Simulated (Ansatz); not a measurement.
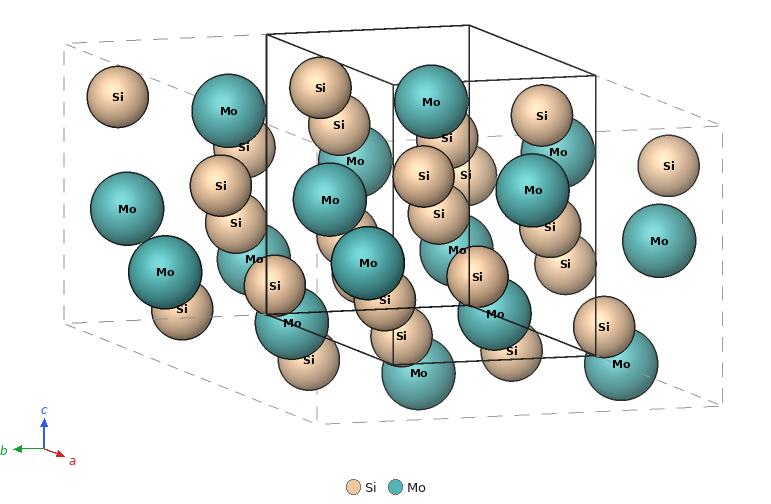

An orthographic spheres-only view of the structure, from a general direction. 2×2×1 cells are drawn; the solid outline is the conventional unit cell. Cell: a = 4.463 Å, b = 4.463 Å, c = 6.427 Å, α = 90.00°, β = 90.00°, γ = 120.00°.

- Formula: Si$_{2}$Mo.
- It takes space group P6_222 (No. 180) on a primitive hexagonal lattice.
- Cell content 6 Si, 3 Mo; Z = 3.

The structure was taken from a structure listed in the Materials Project. It was relaxed at fixed volume with Ansatz 0.2.0, DFT PBE, scalar-relativistic, plane waves, PAW.

At this level of theory the cell isn't at rest (compressed, at 24 GPa), so its distances can differ from those at equilibrium, the more so the softer the solid.
